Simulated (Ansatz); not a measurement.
**Residual resistivity of an alloy: Mo(100) with 4 layers of random Mo-W, 2x2**

Wanted: resistance against the alloy's length, first Mo(100) with 4 layers of random Mo-W, 2x2.

Program: Ansatz 0.2.0. Level of theory: Ansatz plane-wave DFT, PBE, PAW files; ballistic transport by layer matching (Landauer), zero bias; PAW set soft_1. Results are calculated unless marked as measured.

## 1. The structure

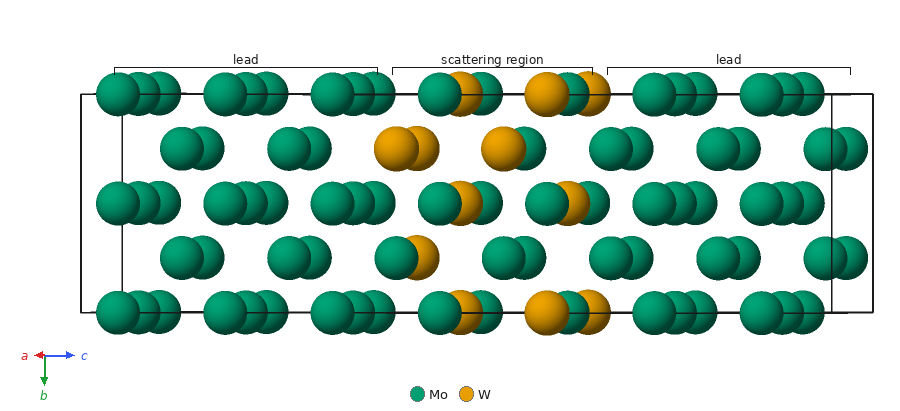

The cell as given, from the side, with the c axis across the page (molybdenum teal, tungsten orange). Some periodic images of atoms are drawn too.

The cell holds 56 atoms: 48 Mo and 8 W. Cell: a = 6.294 Å, b = 6.294 Å, c = 22.029 Å, α = 90.0°, β = 90.0°, γ = 90.0°. It derives from Mo. Regions: lead, 40 atoms (40 Mo); scattering region, 16 atoms (8 W and 8 Mo). The structure is stacked along c, and the current runs across the ab planes.

## 2. With 4 alloy layers

In 4 layers a share of 0.5 of the sites is given to W at random. The layers about the cell's end stay perfect and serve as the lead. Disorder leaves little or no symmetry, which makes such runs dear. Energies from -0.05 to 0.05 eV in steps of 0.05 eV are too few for the program's thermal sum, so it prints no conductance; for a metal the transmission near the Fermi level serves, at a fraction of the cost.

File input.yaml:

```yaml
crystal:
  lattice:
    - [6.294, 0.0, 0.0]
    - [0.0, 6.294, 0.0]
    - [0.0, 0.0, 22.029]
  atoms:
    - { symbol: Mo, position: [0.0, 0.0, 0.0357142857] }
    - { symbol: Mo, position: [0.0, 0.5, 0.0357142857] }
    - { symbol: Mo, position: [0.5, 0.0, 0.0357142857] }
    - { symbol: Mo, position: [0.5, 0.5, 0.0357142857] }
    - { symbol: Mo, position: [0.25, 0.25, 0.1071428571] }
    - { symbol: Mo, position: [0.25, 0.75, 0.1071428571] }
    - { symbol: Mo, position: [0.75, 0.25, 0.1071428571] }
    - { symbol: Mo, position: [0.75, 0.75, 0.1071428571] }
    - { symbol: Mo, position: [0.0, 0.0, 0.1785714286] }
    - { symbol: Mo, position: [0.0, 0.5, 0.1785714286] }
    - { symbol: Mo, position: [0.5, 0.0, 0.1785714286] }
    - { symbol: Mo, position: [0.5, 0.5, 0.1785714286] }
    - { symbol: Mo, position: [0.25, 0.25, 0.25] }
    - { symbol: Mo, position: [0.25, 0.75, 0.25] }
    - { symbol: Mo, position: [0.75, 0.25, 0.25] }
    - { symbol: Mo, position: [0.75, 0.75, 0.25] }
    - { symbol: Mo, position: [0.0, 0.0, 0.3214285714] }
    - { symbol: Mo, position: [0.0, 0.5, 0.3214285714] }
    - { symbol: Mo, position: [0.5, 0.0, 0.3214285714] }
    - { symbol: Mo, position: [0.5, 0.5, 0.3214285714] }
    - { symbol: W, position: [0.25, 0.25, 0.3928571429] }
    - { symbol: W, position: [0.25, 0.75, 0.3928571429] }
    - { symbol: W, position: [0.75, 0.25, 0.3928571429] }
    - { symbol: Mo, position: [0.75, 0.75, 0.3928571429] }
    - { symbol: Mo, position: [0.0, 0.0, 0.4642857143] }
    - { symbol: Mo, position: [0.0, 0.5, 0.4642857143] }
    - { symbol: W, position: [0.5, 0.0, 0.4642857143] }
    - { symbol: W, position: [0.5, 0.5, 0.4642857143] }
    - { symbol: Mo, position: [0.25, 0.25, 0.5357142857] }
    - { symbol: Mo, position: [0.25, 0.75, 0.5357142857] }
    - { symbol: W, position: [0.75, 0.25, 0.5357142857] }
    - { symbol: Mo, position: [0.75, 0.75, 0.5357142857] }
    - { symbol: W, position: [0.0, 0.0, 0.6071428571] }
    - { symbol: Mo, position: [0.0, 0.5, 0.6071428571] }
    - { symbol: Mo, position: [0.5, 0.0, 0.6071428571] }
    - { symbol: W, position: [0.5, 0.5, 0.6071428571] }
    - { symbol: Mo, position: [0.25, 0.25, 0.6785714286] }
    - { symbol: Mo, position: [0.25, 0.75, 0.6785714286] }
    - { symbol: Mo, position: [0.75, 0.25, 0.6785714286] }
    - { symbol: Mo, position: [0.75, 0.75, 0.6785714286] }
    - { symbol: Mo, position: [0.0, 0.0, 0.75] }
    - { symbol: Mo, position: [0.0, 0.5, 0.75] }
    - { symbol: Mo, position: [0.5, 0.0, 0.75] }
    - { symbol: Mo, position: [0.5, 0.5, 0.75] }
    - { symbol: Mo, position: [0.25, 0.25, 0.8214285714] }
    - { symbol: Mo, position: [0.25, 0.75, 0.8214285714] }
    - { symbol: Mo, position: [0.75, 0.25, 0.8214285714] }
    - { symbol: Mo, position: [0.75, 0.75, 0.8214285714] }
    - { symbol: Mo, position: [0.0, 0.0, 0.8928571429] }
    - { symbol: Mo, position: [0.0, 0.5, 0.8928571429] }
    - { symbol: Mo, position: [0.5, 0.0, 0.8928571429] }
    - { symbol: Mo, position: [0.5, 0.5, 0.8928571429] }
    - { symbol: Mo, position: [0.25, 0.25, 0.9642857143] }
    - { symbol: Mo, position: [0.25, 0.75, 0.9642857143] }
    - { symbol: Mo, position: [0.75, 0.25, 0.9642857143] }
    - { symbol: Mo, position: [0.75, 0.75, 0.9642857143] }
kpoints:
  mp_grid: { grid: [4, 4, 1] }
hamiltonian:
  xc: pbe
  pseudopotentials: { kind: paw, azcp: { folder: soft_1 } }
scf:
  occupations: { method: fermi_dirac, width: 0.1 }
output:
  transmission: { leads: [[0, 4]], kmesh: [8, 8], e_range: [-0.05, 0.05], de: 0.05 }
  write_potential: true
  write_density: true
  volumetric_format: npy
```

On the command line:

```
$ ansatz run input.yaml --threads 8 --pin off --max-ram 15360MiB --backend cpu --events-out ev --progress --plain --runs-dir out
```

Numbers of over 12 decimals in the logs are rounded to 6 here.

The log of the run:

```text
Engine: ansatz 0.2.0, aarch64-unknown-linux-gnu
Pseudopotentials: kind: paw
Pseudopotential: Mo, paw, valence charge 14, recommended cutoff 420 eV (normal), soft_1/Mo.paw.azcp
Pseudopotential: W, paw, valence charge 14, recommended cutoff 420 eV (normal), soft_1/W.paw.azcp
Functional definition: PBE
  parameter kappa = 0.804
  parameter beta = 0.066725
  exchange = pbe_x(kappa = kappa, mu = beta*pi^2/3)
  correlation = pbe_c(beta = beta)
Crystal: 56 atoms, lattice volume = 872.666 Å³
Basis set: ecut = 420 eV, 17109 PW (Γ)
Bands: 471, of which v1, the nominal top of the filled ones, is band 392 counted from 1 (391 counted from 0)
Symmetry: 1 space group operations
Space group: P1 (ITA 1), of the structure as read, at distance tolerance 9.6e-5 Å
k-points: 10 of 16 (time reversal used)
Non-local potential: Mo, projectors of the file, l = 0: 3, l = 1: 2, l = 2: 2, l = 3: 1
Non-local potential: W, projectors of the file, l = 0: 3, l = 1: 2, l = 2: 2, l = 3: 1
PAW form: soft (Blöchl's): semilocal exchange-correlation on the pseudo side does not see the compensation charge
PAW one-centre angular grid: Mo, 590 points (default); XC on 64 Gauss nodes
PAW one-centre angular grid: W, 590 points (default); XC on 64 Gauss nodes
Initial density: superposition of atomic densities (chi_scale 0.1, normalization cell, long waves of neutral atoms (reshape's long-wave potential 3.02 eV rms, cloud 3.16 Å wide))
Initial wavefunctions: pseudopotential atomic-orbital guess
Functional: x = pbe(κ = 0.804, μ = 0.219515), c = pbe(β = 0.066725)
SCF iter   1: F=—  HF=-321009.748992 eV  |F-HF|=—  |Δ(HF+E_count)|=         —  Δρ=1.02e-1  dr2=1.02e2  ethr=3.10e-3  ⟨swp⟩=4.2  Hψ=17437  notcnv=0
preconditioner: auto → Kerker (q_TF=auto, 2.680 Å⁻¹)  [metal: Δε(μ)=0.079 eV  Ē_g=4.773 eV  σ=0.100 eV  W_gap=0.19  n_scr=286 (ndim 8)  ℏωp=23.0 eV  f_vac=0.000  D(μ)=34.49/eV (n_scr^D=286)]
SCF iter   2: F=—  HF=-320986.535918 eV  |F-HF|=—  |Δ(HF+E_count)|=    2.32e1  Δρ=5.67e-2  dr2=3.30e1  ethr=3.10e-3  ⟨swp⟩=2.2  Hψ=9072  notcnv=0
SCF iter   3: F=—  HF=-320978.144987 eV  |F-HF|=—  |Δ(HF+E_count)|=    8.39e0  Δρ=7.94e-3  dr2=1.50e0  ethr=3.10e-3  ⟨swp⟩=5.2  Hψ=10729  notcnv=0
SCF iter   4: F=—  HF=-320978.162922 eV  |F-HF|=—  |Δ(HF+E_count)|=   1.79e-2  Δρ=1.35e-3  dr2=1.01e-1  ethr=1.91e-4  ⟨swp⟩=1.7  Hψ=5271  notcnv=0
SCF iter   5: F=—  HF=-320978.159753 eV  |F-HF|=—  |Δ(HF+E_count)|=   3.17e-3  Δρ=4.19e-4  dr2=4.71e-3  ethr=1.29e-5  ⟨swp⟩=2.4  Hψ=5962  notcnv=0
SCF iter   6: F=—  HF=-320978.159422 eV  |F-HF|=—  |Δ(HF+E_count)|=   3.31e-4  Δρ=9.98e-5  dr2=4.89e-4  ethr=6.01e-7  ⟨swp⟩=1.7  Hψ=5061  notcnv=0
SCF iter   7: F=—  HF=-320978.159399 eV  |F-HF|=—  |Δ(HF+E_count)|=   2.28e-5  Δρ=2.18e-5  dr2=5.65e-6  ethr=6.23e-8  ⟨swp⟩=1.3  Hψ=4713  notcnv=0
SCF iter   8: F=—  HF=-320978.158525 eV  |F-HF|=—  |Δ(HF+E_count)|=   8.74e-4  Δρ=3.95e-6  dr2=2.18e-7  ethr=7.21e-10  ⟨swp⟩=2.1  Hψ=6341  notcnv=0
SCF iter   9: F=-320978.158525 eV  HF=-320978.158525 eV  |F-HF|=5.12e-9  |Δ(HF+E_count)|=   1.20e-8  Δρ=5.48e-7  dr2=6.22e-9  ethr=1.28e-11  ⟨swp⟩=6.6  Hψ=11004  notcnv=0
SCF 1 converged in 9 iterations: F = -320978.158525 eV  dr2 = 6.22e-9
  greatest PAW one-centre occupation: 0.999 electrons in one spin orbital (limit 2), on the W atom at site 32 (counted from 0), in its partial waves of l = 0
transmission: 144 of 1428 steps passed
transmission: 288 of 1428 steps passed
[...]
transmission: 1428 of 1428 steps passed
SCF converged after 9 iterations
Free energy (F): -320978.158525 eV
Harris-Foulkes:  -320978.158525 eV  (|F-HF|=5.12e-9)
Internal energy: -320976.732989 eV  (E = F + TS)
E sigma→0 (E₀):  -320977.445757 eV
Entropy (-TS):   -1.425536 eV (-25.456 meV/atom)
Fermi energy:    21.440928 eV
--- Per-component energies (eV) ---
  E_band       = -3225.394761
  E_kinetic    = 23664.010384
  E_local      = -41099.551994  (includes V_loc(G=0)·N_el)
  E_nonlocal   = 6903.760729
  E_hartree    = 14345.795490
  E_xc         = -10614.380098
  E_vxc        = -12415.364898  (∫ρ·V_xc dr)
  E_paw        = -222790.495810  (= ΣΔE_a)
  E_vpaw       = -8969.843155  (= ΣTr[D̂ρ^β])
  E_aug_tail   = 0.003467  (compensation charges beyond the density's cutoff)
  E_ewald      = -91385.875156
  E_smearing   = -1.425536  (= −TS)
  E_closure    = -0.000000  (closes the sum)
  Σ components = -320978.158525   (vs F -320978.158525, Δ=0.00e0)
--- Band table (eV; the first three rows and the last of 10) ---
  k-point 0: bands = [... 388 lower, 21.4086, 21.4115, 21.4253, 21.4283, 21.4632, 21.4661, 21.4795, 21.4825, ... 75 higher]
  k-point 1: bands = [... 388 lower, 21.4506, 21.4566, 21.4653, 21.4692, 21.4736, 21.5612, 21.5655, 21.5779, ... 75 higher]
  k-point 2: bands = [... 388 lower, 21.4924, 21.5074, 21.5541, 21.5579, 21.5662, 21.5747, 21.5773, 21.5911, ... 75 higher]
  k-point 9: bands = [... 388 lower, 20.6081, 20.6320, 20.6328, 20.6579, 21.6568, 21.6950, 21.6963, 21.7320, ... 75 higher]
--- Transmission ---
  basis      : 349 plane waves across, 42 finite elements along
  points     : 34, standing for a mesh of 8 x 8
  energies   : 3 from -0.050000 to 0.050000 eV about the Fermi level, 0.050000 eV apart; the leads are filled to 0.000000 eV, and channels, transmission and decay are at 0.000000 eV
  crystal 0  : Mo4, at the sites [0, 4], period 1.5735 Å, over 15.73 Å; its Hamiltonian steps by up to 1.6 meV
    offset         : up to 0.0000 Å between an atom of the period and one for which it stands
    channels       : 6.781250e0 a spin
    conductance    : none, the energies end too early or step too widely for 300 K: set another output.transmission.e_range or a lower de, or, where they end at an eighth of basis.ecutwfc, a higher one
    slowest decay  : 0.0518 /Å at (0.5000, 0.3750)
  junction   : crystal 0 to crystal 0, 0.70 to 21.15 Å
    transmission   : 6.118612e0 a spin
    conductance    : none, the energies end too early or step too widely for 300 K: set another output.transmission.e_range or a lower de, or, where they end at an eighth of basis.ecutwfc, a higher one
```

The job ended after 7.7 min (8 threads of Arm Neoverse V2, shared host; peak memory 9.2 GiB; 39 min of CPU time).

Reading the cycles: dr2 is the Hartree energy of the density residual (eV), the measure of convergence; HF is the Harris–Foulkes estimate of the energy, which meets the free energy F at convergence.

This step gave:

```yaml
free_energy: -320978.1585 eV
energy_at_zero_smearing: -320977.4458 eV
fermi_energy: 21.44 eV
cell_area: 39.61 Å²
transmission_per_spin_nearest_the_fermi_level: 6.119
open_channels_per_spin_nearest_the_fermi_level: 6.781
step_of_the_lead_s_potential: 1.6 meV
```

Per spin. The transmission, zone mean by energy, zero at the Fermi level:

| energy (eV) | transmission, zone mean |
| --- | --- |
| -0.0500 | 5.94 |
| 0.0000 | 6.12 |
| 0.0500 | 6.15 |

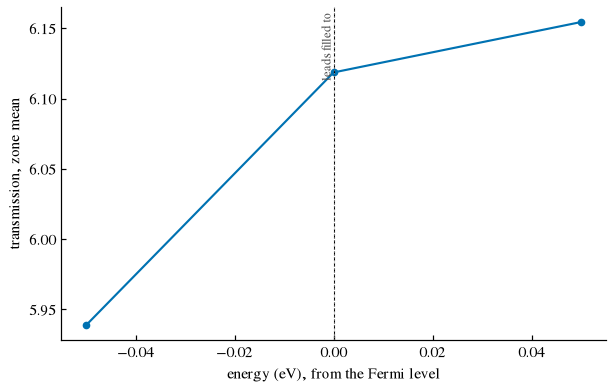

Transmission, zone mean, plotted against energy.

Per spin. Table of open channels, zone mean, lead by energy, zero at the Fermi level:

| energy (eV) | open channels, zone mean, lead |
| --- | --- |
| -0.0500 | 6.59 |
| 0.0000 | 6.78 |
| 0.0500 | 6.91 |

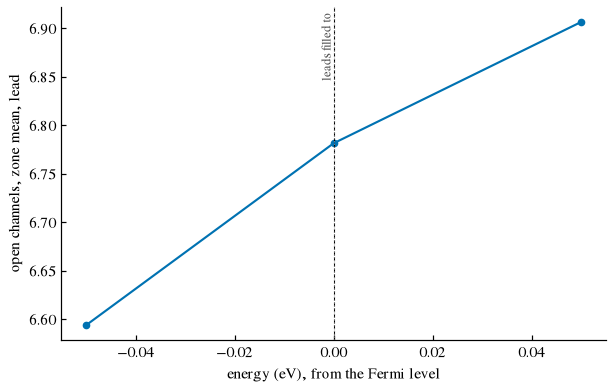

Open channels, zone mean, lead against energy.

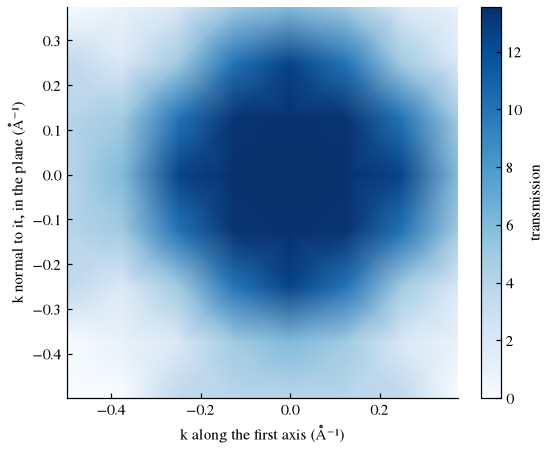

Transmission over k1 and k2. At 0.0000 eV from the Fermi level.

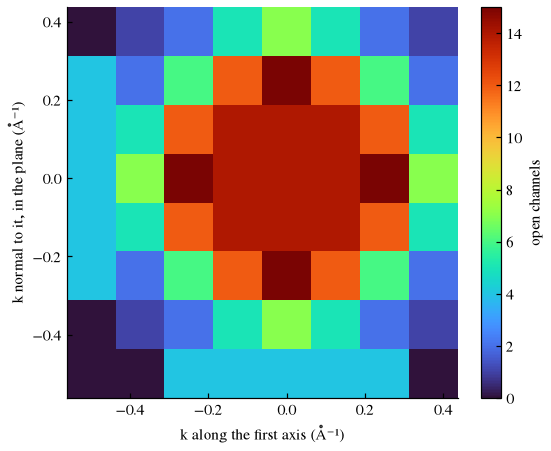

Open channels over k1 and k2. At 0.0000 eV from the Fermi level.

Over the solved energies the transmission per spin lies between 5.94 and 6.15, out of 6.76 channels of the lead on average (up to 6.91).

[end of part 1 of 2]

[Logs are printed without paths, hosts, clocks, repeated set-up lines and the standing remarks that a program may print on its own settings, such as how far it seeks lower states.]

[Hosts, paths, dates, database ids (printed as entryN), source tags and the programs' standing remarks are cut or masked in the printed files.]
